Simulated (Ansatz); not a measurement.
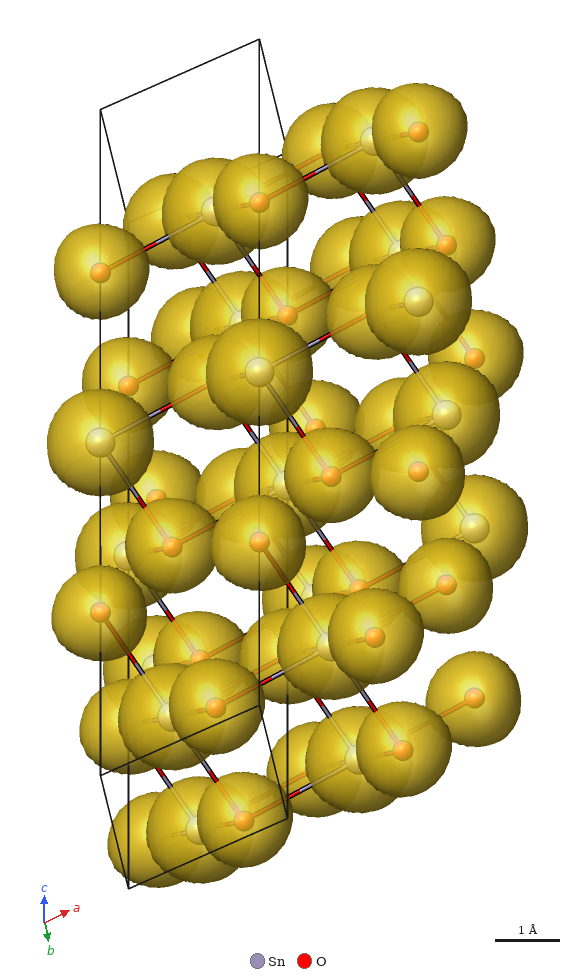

SnO2. Isosurface of the valence electron density at 1 e/Å³ (yellow), seen at an oblique angle. Sticks mark near contacts.

Space group R-3m; a structure from a database of computed crystals, not necessarily the ambient phase; computed pressure about 3 GPa in this cell.

These are results of DFT LDA, scalar-relativistic, plane waves, PAW (Ansatz 0.2.0), not measurements.

Core electrons are frozen (PAW), and the valence fields are smoothed inside the atomic spheres.

Input file:

```
crystal:
  lattice:
    - [1.5780415591, 0.911082719, 4.2163176994]
    - [-1.5780415591, 0.911082719, 4.2163176994]
    - [0.0, -1.8221654379, 4.2163176994]
  atoms:
    - { symbol: Sn, position: [0.5, 0.5, 0.5] }
    - { symbol: O, position: [0.2451905456, 0.2451905456, 0.2451905456] }
    - { symbol: O, position: [0.7548094544, 0.7548094544, 0.7548094544] }
basis:
  ecutwfc: 420
kpoints:
  mp_grid: { grid: [12, 12, 12] }
hamiltonian:
  xc: lda
scf:
  occupations: { method: gaussian, width: 0.05 }
output:
  forces: true
  stress: true
  eigenvalues: true
  write_density: true
  write_potential: true
  elf: true
  volumetric_format: npy
```

Launched as:

```sh
ansatz run input.yaml --threads 1 --pin off --max-ram 2560MiB --backend cpu --events-out ev --progress --plain --runs-dir out
```

Below, planes, directions and counts refer to the conventional cell (a = 3.16 Å, b = 3.16 Å, c = 12.65 Å, α = 90.00°, β = 90.00°, γ = 120.00°).

What does this surface tell about the bonding?

Answer. At this value the density breaks into separate islands; it holds about 70 % of the electrons treated as valence (semicore included). It bridges none of the near contacts. It is pinched off along the sampled Sn–O (2.08 Å) contacts. On the grid the lowest density along these lines, outside the cores, is 0.67 e/Å³ (Sn–O, 2.08 Å).

Does the calculation give a band gap?

Answer. It is gapped, with a Kohn–Sham gap of 1.9 eV on the k-point mesh (the band edges may lie off the mesh, which would make the gap smaller).
